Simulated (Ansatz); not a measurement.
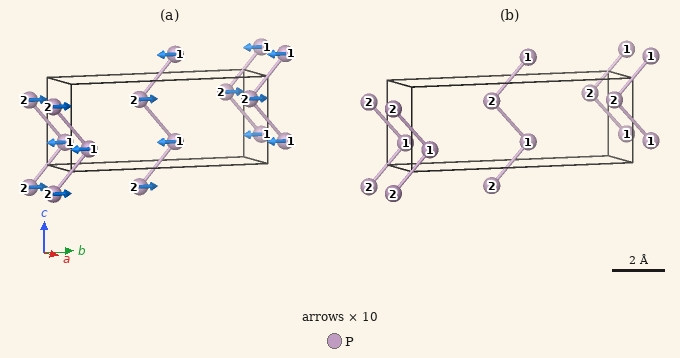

The structure of crystalline P (built on the Ga_15 type) before (left) and after (right) a relaxation, at one scale. The blue arrows give the displacements (the part carried along by the change of the cell is left out), magnified 10 times.

The picture is a ball-and-stick view of the conventional cell (2 times the calculation's cell), seen slightly off an axis. Lengths and directions refer to the drawn axes.

Case: Ga type (C2/c, No. 15).

All numbers below come from DFT PBE, scalar-relativistic, plane waves, PAW (Ansatz).

Input
```yaml
crystal:
  lattice:
    - [1.2968915271, -4.0518440817, 0.0]
    - [1.2968915271, 4.0518440817, 0.0]
    - [0.0, 0.0, 3.387412268]
  atoms:
    - { symbol: P, position: [0.9089522514, 0.0910477486, 0.25] }
    - { symbol: P, position: [0.0910477486, 0.9089522514, 0.75] }
basis:
  ecutwfc: 420
kpoints:
  mp_grid: { grid: [22, 22, 16] }
hamiltonian:
  xc: pbe
scf:
  occupations: { method: gaussian, width: 0.1 }
output:
  forces: true
  stress: true
  eigenvalues: true
relax:
  adjacent_minimum: "off"
  f_tol: 0.01
  max_steps: 80
  cell: { stress_tol: 0.05 }
```

> What changed between the two?

The run was cut off at its time limit before the program reported convergence, but its last step already meets the force threshold: the largest component is 0.0082 eV/Å against 0.01 eV/Å. The pressure is within 0.01 GPa of its target. The largest moves relative to the cell, 0.077 Å, are those of P1 and P2. P1 goes along −b. Cell: a 2.594 → 2.632 Å (+1.5 %), b 8.104 → 9.128 Å (+12.6 %), c 3.387 → 3.282 Å (−3.1 %). Volume +10.8 %. Near-neighbour distances that change, for instance: P1–P2 2.246 → 2.228 Å. Among the angles between lasting bonds that change: P2–P1–P2 97.9° → 94.9°. The space group stays Cmcm (No. 63). The energy falls by 11.5 meV per cell of the calculation in 9 accepted moves (10 points after the start). The largest force component goes from 0.022 to 0.0082 eV/Å. The pressure goes from 0.00 to −0.01 GPa. The SCF was repeated once at an unchanged geometry on a basis and grid sized afresh for the cell, which shifted the energy by 1.0 meV per cell of the calculation at most.
